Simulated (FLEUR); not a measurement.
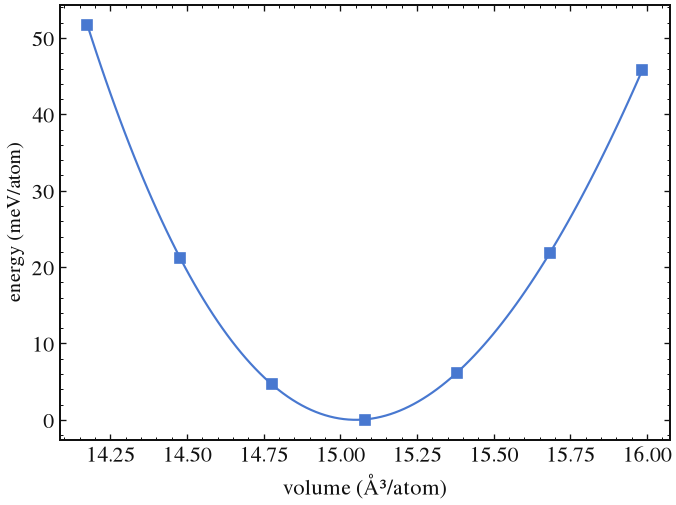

The figure shows the energy against volume.

How it was computed, with FLEUR MaX-R8.1 (later development tree): all-electron LAPW DFT, no spin polarisation; energies at scaled volumes of the given cell, shape and fractions fixed, counted from the fit's minimum, third-order Birch-Murnaghan fit. Level: PBEsol.

For which of these solids was it computed?
A. TiC, Fm-3m (No. 225)
B. As, Cmce (No. 64)
C. Pt, Fm-3m (No. 225)

Answer. C, Pt: energy from 0.04 meV/atom to 51.75 meV/atom, V0 15.05 Å³/atom, B0 287 GPa. The others give: TiC, energy from 0.34 meV/atom to 56.23 meV/atom, V0 9.891 Å³/atom, B0 268 GPa; As, energy from 0.08 meV/atom to 18.37 meV/atom, V0 22.34 Å³/atom, B0 70.7 GPa.

For As, limits of the calculation: shape and atomic fractions are frozen while scaling, which makes layered, chain and framework solids too stiff.

For Pt, limits of the calculation: spin-orbit coupling left out, heavy elements.
